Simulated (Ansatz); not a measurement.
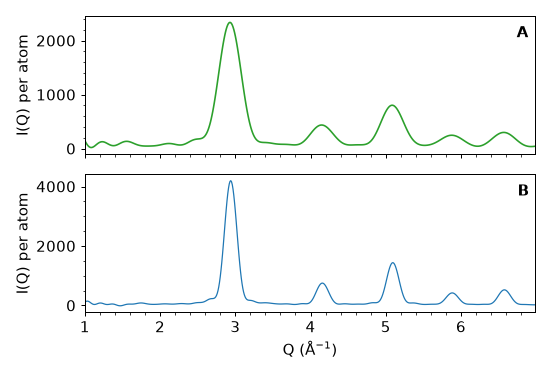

X-ray scattering of spheres cut from the crystal structure of NiGe (Fd-3m, a = 6.039 Å, b = 6.039 Å, c = 6.039 Å, α = 90.00°, β = 90.00°, γ = 90.00°), calculated atom by atom with the Debye equation (B = 0.5 Å², no relaxation of the surface). Structure used: coordinates from a relaxation with DFT PBE, scalar-relativistic, plane waves, PAW in Ansatz; the starting structure was generated, so it need not be a known form of this composition.

Q: The spheres are 20 and 36 Å across. Which curve is which?

A: curve A: 20 Å (307 atoms); curve B: 36 Å (1807 atoms). Peak widths go roughly as 2π/D, so the largest sphere has the sharpest peaks.

Q: Index the main peaks of the largest sphere.

A: Q ≈ 2.94 Å⁻¹: 220; Q ≈ 4.16 Å⁻¹: 400; Q ≈ 5.09 Å⁻¹: 422; Q ≈ 5.88 Å⁻¹: 440; Q ≈ 6.58 Å⁻¹: 620.
